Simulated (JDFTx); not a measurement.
## Rh: single-point calculation at one volume of an equation of state

Rh (1 atom in the cell), computed with Kohn-Sham DFT of a periodic cell, LDA, PseudoDojo-SR-LDA-0.4.1-standard, no spin polarisation (JDFTx 1.7.0 (patched build)).

The structure derives from an entry of the Crystallography Open Database. It belongs to a series of runs on one base structure; here: volume scaled by 0.98.

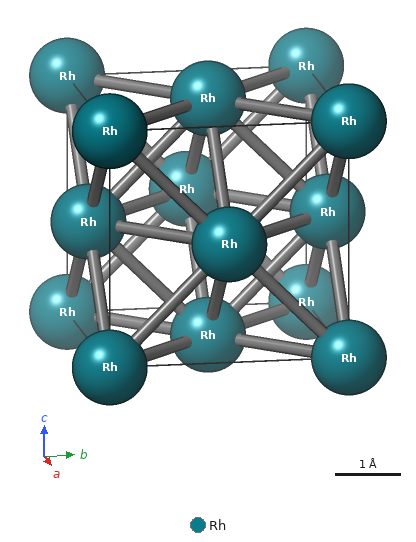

Fig. 1: The structure (ball-and-stick view of the cell 4 times as large as that of the calculation, set on its symmetry axes, seen slightly off an axis). Near neighbours in the crystal (not all of them lie inside the picture): Rh has 12 Rh at 2.67 Å.

Input file:
```
lattice Face-Centered Cubic 7.1246921790
coords-type Lattice
ion Rh     0.0000000000     0.0000000000     0.0000000000 1

ion-species pseudo/Rh.upf
elec-cutoff 44
elec-ex-corr lda-PW
kpoint-folding 12 12 12
elec-smearing Fermi 0.0018374661
elec-n-bands 14
electronic-SCF nIterations 100 energyDiffThreshold 1e-09
electronic-minimize nIterations 30 energyDiffThreshold 1e-7
forces-output-coords Cartesian

dump-name run.$VAR
dump End Ecomponents EigStats BandEigs Kpoints Forces Stress
```

Launch command:
```bash
jdftx -c 1 -i Rh.in -o Rh.out
```

The program's output:
```
*************** JDFTx 1.7.0 (patched build) ***************

Input parsed successfully to the following command list (including defaults):
[... the input with its defaults ...]

---------- Setting up symmetries ----------

Found 48 point-group symmetries of the bravais lattice
Found 48 space-group symmetries with basis
Applied RMS atom displacement 0 bohrs to make symmetries exact.

---------- Initializing the Grid ----------
R =
[            0      3.56235      3.56235  ]
[      3.56235            0      3.56235  ]
[      3.56235      3.56235            0  ]
unit cell volume = 90.4145
G =
[  -0.881889   0.881889   0.881889  ]
[   0.881889  -0.881889   0.881889  ]
[   0.881889   0.881889  -0.881889  ]
Minimum fftbox size, Smin = [  32  32  32  ]
Chosen fftbox size, S = [  32  32  32  ]

---------- Exchange Correlation functional ----------
Initalized Slater LDA exchange.
Initalized Perdew-Wang LDA correlation.

---------- Setting up pseudopotentials ----------
Width of ionic core gaussian charges (only for fluid interactions / plotting) set to 0

Reading pseudopotential file 'pseudo/Rh.upf':
  'Rh' pseudopotential, 'SLA  PW   NOGX NOGC' functional
  Generated using ONCVPSP code by D. R. Hamann
  17 valence electrons, 4 orbitals, 6 projectors, 1001 radial grid points, with lMax = 2
    4S    l: 0   occupation:  2.0   eigenvalue: -3.033772
    4P    l: 1   occupation:  6.0   eigenvalue: -1.857024
    4D    l: 2   occupation:  8.0   eigenvalue: -0.225862
    5S    l: 0   occupation:  1.0   eigenvalue: -0.168515
  Core radius for overlap checks: 1.34 bohrs.

Initialized 1 species with 1 total atoms.

Folded 1 k-points by 12x12x12 to 1728 k-points.

---------- Setting up k-points, bands, fillings ----------
Reduced to 72 k-points under symmetry.
Computing the number of bands and number of electrons
Calculating initial fillings.
nElectrons:  17.000000   nBands: 14   nStates: 72

----- Setting up reduced wavefunction bases (one per k-point) -----
average nbasis = 1260.481 , ideal nbasis = 1260.409

---------- Setting up ewald sum ----------
Optimum gaussian width for ewald sums = 1.816094 bohr.
Real space sum over 2197 unit cells with max indices [  6  6  6  ]
Reciprocal space sum over 2197 terms with max indices [  6  6  6  ]

---------- Allocating electronic variables ----------
Initializing wave functions:  linear combination of atomic orbitals
Note: number of bands (14) exceeds available atomic orbitals (10)
Rh pseudo-atom occupations:   s ( 2 0 )  p ( 6 )  d ( 9 )
	FillingsUpdate:  mu: +0.730926054  nElectrons: 17.000000
LCAOMinimize: Iter:   0  F: -111.0024071203894636  |grad|_K:  5.813e-03  alpha:  1.000e+00
	FillingsUpdate:  mu: +0.848558457  nElectrons: 17.000000
LCAOMinimize: Iter:   1  F: -111.1293270884599593  |grad|_K:  1.934e-04  alpha:  5.086e-01  linmin: -3.416e-01  cgtest:  9.610e-01
LCAOMinimize: Encountered beta<0, resetting CG.
[... 5 lines of inner loops ...]
LCAOMinimize: Iter:   4  F: -111.1294662580868078  |grad|_K:  1.998e-07  alpha:  7.092e-01  linmin:  3.272e-04  cgtest: -1.712e-03
	FillingsUpdate:  mu: +0.852524703  nElectrons: 17.000000
LCAOMinimize: Iter:   5  F: -111.1294662582805870  |grad|_K:  9.260e-09  alpha:  6.934e-01  linmin:  2.690e-02  cgtest: -2.292e-01
LCAOMinimize: Converged (|Delta F|<1.000000e-06 for 2 iters).

-------- Electronic minimization -----------
Will mix electronic density at each iteration.
	FillingsUpdate:  mu: +0.852524703  nElectrons: 17.000000
	FillingsUpdate:  mu: +0.850871076  nElectrons: 17.000000
SCF: Cycle:  0   F: -111.144028543180710   dF: -1.456e-02   |Residual|: 1.773e-02   |deigs|: 1.129e+00
	FillingsUpdate:  mu: +0.849999115  nElectrons: 17.000000
SCF: Cycle:  1   F: -111.144142570137177   dF: -1.140e-04   |Residual|: 9.101e-03   |deigs|: 8.127e-03
	FillingsUpdate:  mu: +0.849785582  nElectrons: 17.000000
SCF: Cycle:  2   F: -111.144148350857847   dF: -5.781e-06   |Residual|: 1.011e-03   |deigs|: 9.167e-04
	FillingsUpdate:  mu: +0.849717089  nElectrons: 17.000000
SCF: Cycle:  3   F: -111.144148964685741   dF: -6.138e-07   |Residual|: 5.282e-04   |deigs|: 3.382e-04
	FillingsUpdate:  mu: +0.849702110  nElectrons: 17.000000
SCF: Cycle:  4   F: -111.144149043560844   dF: -7.888e-08   |Residual|: 1.141e-04   |deigs|: 1.871e-04
	FillingsUpdate:  mu: +0.849716889  nElectrons: 17.000000
SCF: Cycle:  5   F: -111.144149062530133   dF: -1.897e-08   |Residual|: 3.029e-05   |deigs|: 1.391e-04
	FillingsUpdate:  mu: +0.849722027  nElectrons: 17.000000
SCF: Cycle:  6   F: -111.144149065739384   dF: -3.209e-09   |Residual|: 2.249e-05   |deigs|: 1.138e-04
	FillingsUpdate:  mu: +0.849720323  nElectrons: 17.000000
SCF: Cycle:  7   F: -111.144149066633844   dF: -8.945e-10   |Residual|: 7.577e-06   |deigs|: 1.145e-04
	FillingsUpdate:  mu: +0.849719162  nElectrons: 17.000000
SCF: Cycle:  8   F: -111.144149066827296   dF: -1.935e-10   |Residual|: 1.837e-06   |deigs|: 1.035e-04
SCF: Converged (|Delta E|<1.000000e-09 for 2 iters).

Setting wave functions to eigenvectors of Hamiltonian

# Stress tensor in Cartesian coordinates [Eh/a0^3]:
[  0.000126073            0            0  ]
[            0  0.000126073            0  ]
[            0            0  0.000126073  ]

# Ionic positions in lattice coordinates:
ion Rh   0.000000000000000   0.000000000000000   0.000000000000000 1

# Forces in Cartesian coordinates:
force Rh  -0.000000000000000   0.000000000000000  -0.000000000000000 1

# Energy components:
   Eewald =      -92.9882376760354958
       EH =       18.4513289971168071
     Eloc =      -69.5155190363910833
      Enl =        6.8558963986650605
      Exc =      -18.8523482500472142
 Exc_core =        6.1782934802056522
       KE =       38.7267244180292565
-------------------------------------
     Etot =     -111.1438616684570206
       TS =        0.0002873983702797
-------------------------------------
        F =     -111.1441490668272962

IonicMinimize: Iter:   0  F: -111.144149066827296  |grad|_K:  0.000e+00
IonicMinimize: Converged (|grad|_K<1.000000e-04).

#--- Lowdin population analysis ---
# oxidation-state Rh +0.097

Dumping 'run.eigStats' ...
	eMin: -2.048287 at state 0 ( [ +0.000000 +0.000000 +0.000000 ] spin 0 )
	HOMO: +0.846434 at state 10 ( [ +0.000000 +0.083333 +0.333333 ] spin 0 )
	mu  : +0.849719
	LUMO: +0.851042 at state 40 ( [ +0.000000 +0.416667 +0.500000 ] spin 0 )
	eMax: +1.810238 at state 71 ( [ +0.250000 +0.500000 -0.250000 ] spin 0 )
	HOMO-LUMO gap: +0.004608
	Optical gap  : +0.008631 at state 20 ( [ +0.000000 +0.166667 +0.333333 ] spin 0 )
Done!
```

Summary:

```json
{"quantity": "outcome", "value": "converged"}
{"quantity": "space group (tolerance 0.01 Å)", "value": "Fm-3m (225)"}
{"quantity": "electrons treated", "value": "17"}
{"quantity": "free energy", "value": "−3024.3864 eV"}
{"quantity": "Fermi energy", "value": "23.122 eV"}
{"quantity": "gap on the k-point mesh", "value": "none (metallic)"}
{"quantity": "pressure", "value": "−3.71 GPa"}
{"quantity": "largest force (length of the vector)", "value": "under 0.001 eV/Å"}
{"quantity": "hardware", "value": "1 thread of Arm Neoverse V2, 24 GiB of memory available, shared host"}
{"quantity": "wall time", "value": "24 s"}
{"quantity": "peak memory", "value": "0.08 GiB"}
```
